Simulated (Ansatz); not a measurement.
**Geometry relaxation, with input and output: C₄₈N (part 5 of 5)**

C₄₈N (defect cell, 49 atoms in the cell); DFT PBE, scalar-relativistic, plane waves, PAW, spin-polarised (Ansatz 0.2.0); cutoff 420 eV, 2×2×2 k-mesh, Gaussian smearing of 0.05 eV, collinear spins. The structure derives from an entry of the Crystallography Open Database.

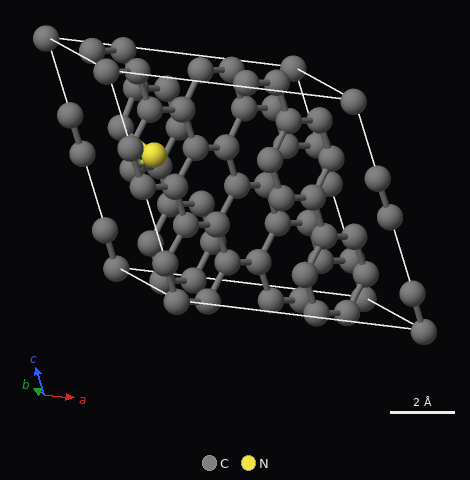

**Figure 1.** The geometry at step 12 of the log (ball-and-stick view of the cell of the calculation, seen at an oblique angle).

Trajectory as extended XYZ, continued
```
49
Lattice="3.7050 -2.1391 -6.7900 3.7050 -2.1391 6.7900 -7.4100 -4.2782 0.0000" Properties=species:S:1:pos:R:3:forces:R:3 step=11 energy=-12422.94655 accepted=F
C    -0.0622    0.0524   -0.0624   -0.0096   0.0018   0.0113
C     3.6423   -2.0860   -0.0983    0.0051   0.0066   0.0111
C    -1.2988   -6.3617   -0.1287    0.0044   0.0210   0.0178
C    -5.0038   -4.2228   -0.0967   -0.0026   0.0168   0.0061
C    -2.5408   -4.2266   -0.2264    0.0051   0.0018   0.0409
C     1.1698   -6.3651   -0.0828   -0.0226   0.0288   0.0097
C    -3.7668   -2.0867   -0.1187   -0.0135   0.0054   0.0116
C    -0.0611   -4.2270   -0.1559   -0.0179   0.0092   0.0204
C     2.4066   -4.2225   -0.0670    0.0012   0.0157   0.0065
C    -1.2991   -2.0832   -0.1357    0.0141  -0.0106   0.0129
C     1.1688   -2.0871   -0.0754   -0.0139   0.0222   0.0068
C     4.8739   -4.2240   -0.0698   -0.0066   0.0002   0.0147
C     3.7734   -2.1905   -3.2392    0.0016  -0.0146  -0.0047
C     3.7746   -2.2192    3.5587   -0.0129  -0.0037  -0.0092
C    -1.1734   -6.4829    3.5078    0.0022  -0.0015  -0.0113
C    -1.1799   -6.4717   -3.2435    0.0007  -0.0089  -0.0086
C    -2.4467   -4.3705    3.2923    0.0565   0.0634  -0.0387
C    -2.3982   -4.3361   -3.2808   -0.0113  -0.0185  -0.0086
C     0.0642   -4.3476   -3.2845    0.0021  -0.0082  -0.0083
C     0.1127   -4.3547    3.5443    0.0149  -0.0052   0.0050
C     2.5495   -4.3473    3.5427   -0.0136  -0.0106  -0.0087
C     2.5512   -4.2951   -3.2325   -0.0117   0.0092   0.0039
C     1.3168   -2.1953    3.5555   -0.0102  -0.0159  -0.0044
C     1.3100   -2.2029   -3.2609   -0.0187  -0.0097  -0.0013
C     1.1720   -0.6566   -0.0629   -0.0062  -0.0205   0.0091
C     4.8764   -2.7970   -0.0900   -0.0136  -0.0047   0.0143
C    -0.0614   -7.0738   -0.0807    0.0122  -0.0006   0.0106
C    -3.7664   -4.9344   -0.1501    0.0111  -0.0053   0.0217
C    -1.2983   -4.9416   -0.1912    0.0005   0.0006   0.0020
C    -1.2981   -4.9377   -6.8831    0.0174  -0.0094   0.0049
C    -2.5372   -2.7969   -0.1762    0.0091  -0.0132   0.0238
C     1.1696   -4.9335   -0.0948    0.0026  -0.0323   0.0048
C     3.6440   -4.9349   -0.0717    0.0074  -0.0052   0.0094
C    -0.0615   -2.7967   -0.1227   -0.0089   0.0083   0.0037
C     2.4089   -2.7983   -0.0662    0.0010  -0.0113   0.0127
C     2.4082   -2.8016   -6.8686    0.0135   0.0006   0.0088
C     2.5377   -1.4869   -3.2619    0.0098   0.0209  -0.0127
C     2.5317   -1.4943    3.5437    0.0032   0.0080  -0.0123
C    -2.4063   -5.8085    3.5211    0.0028  -0.0175  -0.0154
C    -2.4051   -5.7590   -3.2587    0.0078   0.0048  -0.0192
C     0.0311   -5.7542   -3.2763   -0.0185   0.0047  -0.0013
C     0.0774   -5.7598    3.5044    0.0077   0.0046  -0.0179
C    -1.1634   -3.6312   -3.2775    0.0147  -0.0025  -0.0104
C    -1.1078   -3.5920    3.3320   -0.0529  -0.0381  -0.0200
C     1.3247   -3.6348    3.5650   -0.0030   0.0041  -0.0217
C     1.3164   -3.6237   -3.2701   -0.0003   0.0146  -0.0087
C     3.7789   -3.6077   -3.2153    0.0104   0.0006  -0.0159
C     3.7793   -3.6363    3.5435    0.0163   0.0057  -0.0111
N    -1.7578   -3.9564    2.1022    0.0133  -0.0118  -0.0341
49
Lattice="3.7050 -2.1391 -6.7900 3.7050 -2.1391 6.7900 -7.4100 -4.2782 0.0000" Properties=species:S:1:pos:R:3:forces:R:3 step=12 energy=-12422.94954
C    -0.0576    0.0790   -0.0461   -0.0023   0.0026   0.0005
C     3.6471   -2.0592   -0.0826    0.0013  -0.0093   0.0003
C    -1.2941   -6.3351   -0.1151    0.0010   0.0012  -0.0090
C    -4.9991   -4.1962   -0.0815   -0.0039   0.0085  -0.0015
C    -2.5360   -4.1999   -0.2127   -0.0178   0.0000  -0.0165
C     1.1745   -6.3381   -0.0685   -0.0096  -0.0067  -0.0013
C    -3.7622   -2.0598   -0.1023    0.0091  -0.0085   0.0002
C    -0.0565   -4.2002   -0.1429    0.0146  -0.0005  -0.0135
C     2.4112   -4.1959   -0.0512   -0.0007   0.0096   0.0008
C    -1.2942   -2.0567   -0.1189   -0.0063   0.0025  -0.0018
C     1.1733   -2.0601   -0.0597   -0.0054  -0.0073  -0.0002
C     4.8787   -4.1974   -0.0524   -0.0061  -0.0001  -0.0010
C     3.7690   -2.2165   -3.2548   -0.0074  -0.0044   0.0032
C     3.7699   -2.2448    3.5422    0.0036   0.0072   0.0022
C    -1.1778   -6.5084    3.4925   -0.0022  -0.0036   0.0012
C    -1.1846   -6.4974   -3.2592    0.0097  -0.0052   0.0033
C    -2.4504   -4.3951    3.2786    0.0217   0.0238  -0.0167
C    -2.4027   -4.3623   -3.2960   -0.0064   0.0020   0.0024
C     0.0596   -4.3733   -3.2984    0.0075  -0.0050   0.0036
C     0.1084   -4.3803    3.5319    0.0017  -0.0117   0.0076
C     2.5447   -4.3731    3.5272   -0.0058  -0.0039   0.0019
C     2.5464   -4.3209   -3.2448   -0.0135   0.0076   0.0091
C     1.3120   -2.2212    3.5404    0.0043  -0.0033   0.0048
C     1.3052   -2.2284   -3.2756    0.0060  -0.0052   0.0038
C     1.1766   -0.6299   -0.0470    0.0006   0.0035  -0.0066
C     4.8811   -2.7702   -0.0741   -0.0064  -0.0033  -0.0050
C    -0.0568   -7.0470   -0.0662    0.0046  -0.0008  -0.0024
C    -3.7616   -4.9079   -0.1354    0.0071   0.0101  -0.0079
C    -1.2935   -4.9150   -0.1804    0.0017  -0.0079  -0.0104
C    -1.2934   -4.9106   -6.8681    0.0000  -0.0124  -0.0045
C    -2.5323   -2.7701   -0.1606   -0.0061   0.0002  -0.0050
C     1.1744   -4.9069   -0.0810   -0.0117   0.0091  -0.0021
C     3.6486   -4.9083   -0.0548    0.0068   0.0060  -0.0036
C    -0.0571   -2.7699   -0.1074    0.0090  -0.0039  -0.0065
C     2.4136   -2.7714   -0.0502   -0.0014  -0.0067  -0.0056
C     2.4131   -2.7749   -6.8513    0.0008  -0.0036  -0.0060
C     2.5333   -1.5122   -3.2774    0.0039   0.0003   0.0051
C     2.5269   -1.5200    3.5274   -0.0014   0.0021   0.0058
C    -2.4107   -5.8342    3.5056   -0.0085  -0.0027   0.0024
C    -2.4096   -5.7851   -3.2751   -0.0014   0.0062   0.0077
C     0.0262   -5.7795   -3.2901   -0.0062  -0.0055   0.0040
C     0.0730   -5.7855    3.4901    0.0110   0.0078   0.0023
C    -1.1679   -3.6572   -3.2922   -0.0031   0.0070   0.0048
C    -1.1128   -3.6182    3.3205   -0.0148  -0.0156   0.0149
C     1.3199   -3.6607    3.5502    0.0078   0.0034   0.0024
C     1.3116   -3.6491   -3.2835    0.0063   0.0032   0.0047
C     3.7743   -3.6337   -3.2298    0.0035   0.0078   0.0031
C     3.7747   -3.6619    3.5277    0.0011   0.0016   0.0049
N    -1.7606   -3.9811    2.0897    0.0038   0.0039   0.0204
```

Results in brief

| quantity | value |
| --- | --- |
| outcome | converged |
| electrons treated | 197 |
| free energy | −12422.9495 eV |
| Fermi energy | 6.921 eV |
| net moment of the cell | 0.46 μB |
| integrated absolute moment | 0.74 μB |
| final volume | 430.50 Å³ |
| largest force (length of the vector) at the end | 0.036 eV/Å |
| wall time | 4.8 min (CPU time 19 min) |
| peak memory | 2 GiB |
